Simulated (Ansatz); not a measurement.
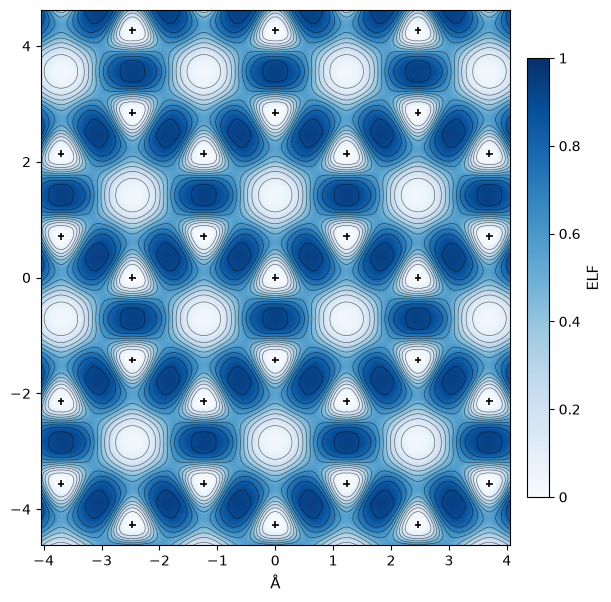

The electron localisation function on a plane through atoms (crosses mark nuclei in the plane).

These are results of Ansatz 0.2.0, DFT PBE, scalar-relativistic, plane waves, PAW, not measurements.

Candidates:
A. Ge, a = 4.06 Å, b = 7.03 Å, c = 6.69 Å, α = 90.00°, β = 90.00°, γ = 90.00°. Space group Cmc2₁; a point of a scan over the structure, not its minimum; a structure from a database of computed crystals, not necessarily the ambient phase; not relaxed (largest force 0.3 eV/Å); PAW files of the earlier set (soft_1).
B. C, a = 2.47 Å, b = 4.27 Å, c = 8.71 Å, α = 90.00°, β = 90.00°, γ = 90.00°. Space group Cmme; a point of a scan over the structure, not its minimum; a structure from a database of computed crystals, not necessarily the ambient phase; PAW files of the earlier set (soft_1).

Which system is this?

Candidate B: C on the (001) plane of the conventional cell, which holds C. C–C (1.42 Å): the ELF peaks at about 0.95 between the atoms, as expected for a covalent bond.
